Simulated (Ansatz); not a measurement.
Structure of Se:

```
Se
1.0
     6.22397    0.00000    0.00000
     0.00000    6.22397    0.00000
     0.00000    0.00000    6.22397
Se
8
Direct
  0.75000 0.75000 0.75000
  0.00000 0.50000 0.00000
  0.75000 0.25000 0.25000
  0.00000 0.00000 0.50000
  0.25000 0.75000 0.25000
  0.50000 0.50000 0.50000
  0.25000 0.25000 0.75000
  0.50000 0.00000 0.00000
```

Basis of the simulation: the geometry relaxed with Ansatz, DFT, PBEsol, plane waves (420 eV) with PAW, scalar-relativistic; the starting structure was generated, so it need not be a known form of this composition.

Where will the first 2 clear peaks of its neutron PDF lie (peak width σ = 0.10 Å), and from which pairs do they come?

1. 2.70 Å: Se–Se at 2.70 Å
2. 4.40 Å: Se–Se at 4.40 Å

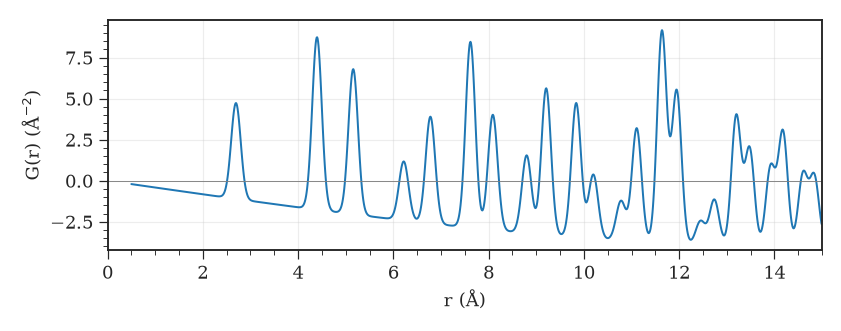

Simulated neutron pair distribution function, G(r) = R(r)/r − 4πρ₀r, summed over the atomic distances of the structure with each pair weighted by the product of the tabulated coherent neutron scattering lengths (natural isotope mix where the element has one); every distance is a Gaussian of σ = 0.10 Å, damped by exp(−(Q_damp r)²/2) with Q_damp = 0.060 Å⁻¹.
